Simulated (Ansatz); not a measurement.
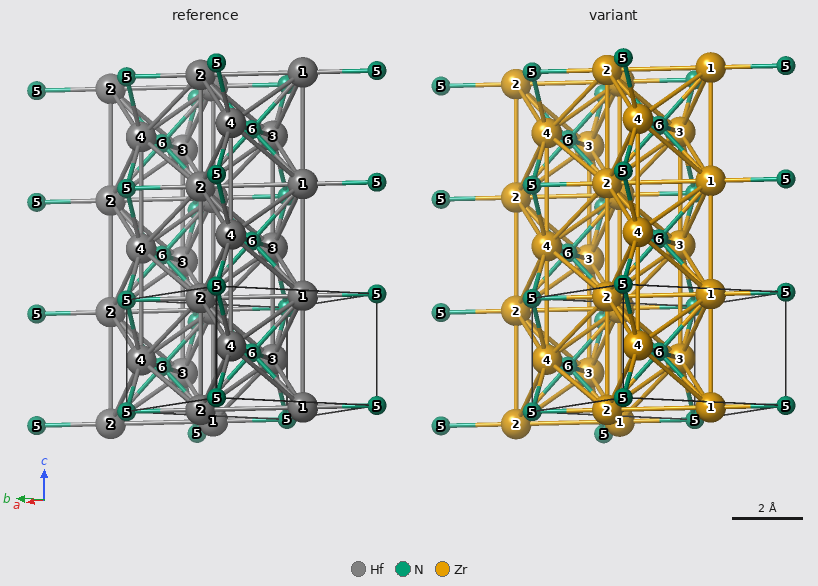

Left: solid Hf$_{2}$N (set up in P4_2/mnm). Right: the same structure after one change, at the same scale. A ball-and-stick model of the cell of the calculation, repeated 2 × 1 × 3 with one cell outlined, seen from a free direction.

Method: DFT PBEsol, scalar-relativistic, plane waves, PAW in Ansatz 0.2.0. Set-up: plane-wave cutoff 420 eV; k-point mesh 8 × 8 × 12; occupations gaussian; smearing width 0.1 eV; no spin polarisation.

Which change leads from the left to the right?

Every hafnium atom is replaced by zirconium, which gives Zr$_{2}$N. Cell and atoms are relaxed again (to zero pressure within 0.1 GPa, forces under 0.01 eV/Å).

How do the computed properties respond?

The volume per atom goes from 15.08 to 15.73 Å³. It is metallic before and after. The volume changes by +4.3 %, with a = b 5.296 → 5.368 Å (+1.4 %), c 3.227 → 3.275 Å (+1.5 %). The space group stays P4_2/mnm (No. 136).
